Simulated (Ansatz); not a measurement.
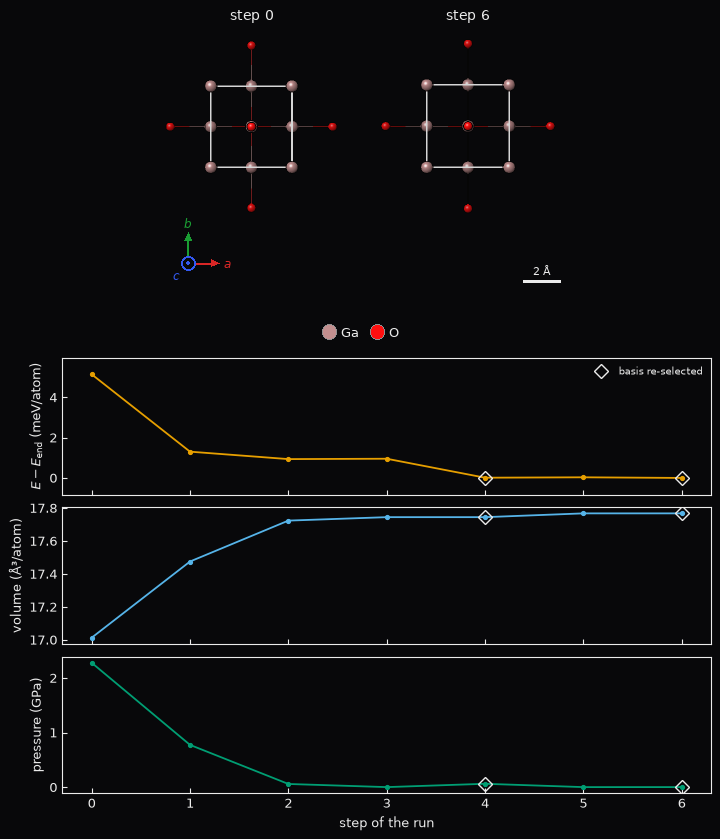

First and last geometry of a relaxation of crystalline Ga4O (a generated structure, set up in Pm-3m), with the history of the run. A ball-and-stick model of the cell of the calculation, seen along the c axis.

Theory: Ansatz, DFT PBE, scalar-relativistic, plane waves, PAW. Set-up: plane-wave cutoff 420 eV; k-point mesh 8 × 8 × 8; occupations gaussian; smearing width 0.1 eV; no spin polarisation; cell and atoms relaxed; force threshold 0.01 eV/Å; at most 80 steps.

Q: Read the history and describe the run.

A: It converged. The atoms keep their places relative to the cell (all moves are under 0.005 Å). The drawn cell changes as follows: a = b = c 4.398 → 4.462 Å (+1.5 %); the volume changes by +4.4 %. Some distances before and after: Ga–O 2.199 → 2.231 Å. The space group stays Pm-3m (No. 221). The energy falls by 5.1 meV per atom in 4 accepted moves (6 points after the start). All forces vanish by symmetry, so only the cell relaxes. The pressure goes from 2.28 to 0.00 GPa. At 2 points the geometry stayed and the basis and grid were re-selected for the new cell (energy shift of 0.9 meV per atom at most each time). The run took 90 s on 1 thread of Intel(R) Xeon(R) Processor @ 2.50GHz (Skylake/Cascade Lake), on a shared host, peak memory 0.42 GiB.
